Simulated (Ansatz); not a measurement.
PtS2, space group P-3m1 (No. 164), a = 3.569 Å, b = 3.569 Å, c = 4.420 Å, α = 90.00°, β = 90.00°, γ = 120.00°

```tsv
site	Wyckoff	x	y	z
Pt	1a	0.0000	0.0000	0.0000
S	2d	0.3333	0.6667	0.2712
```

Source: coordinates from a relaxation at fixed volume with Ansatz 0.2.0, DFT PBE+D3(BJ), scalar-relativistic, plane waves, PAW.

Describe the coordination of Pt.

Answer. PtS6: a slightly distorted octahedron (coordination number 6, S = 0.78; next best trigonal prism, S = 16.5). Bonds: 6 × Pt–S 2.38 Å. The next neighbour, not counted, lies at 3.57 Å.

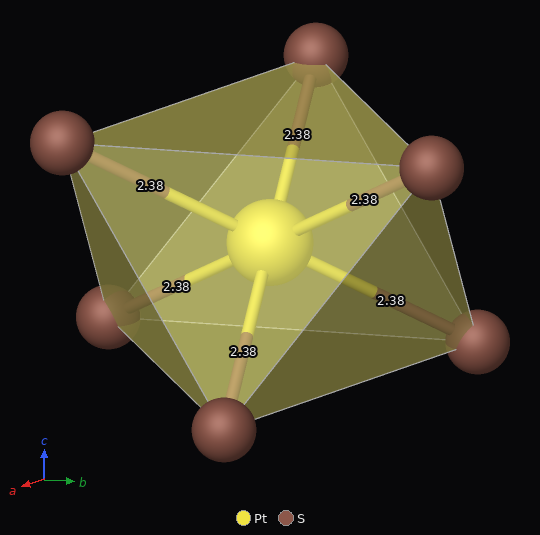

The polyhedron about Pt. The shape measure S (0 to 100) is the computed least-squares distance from an ideal polyhedron; S = 0 means ideal.
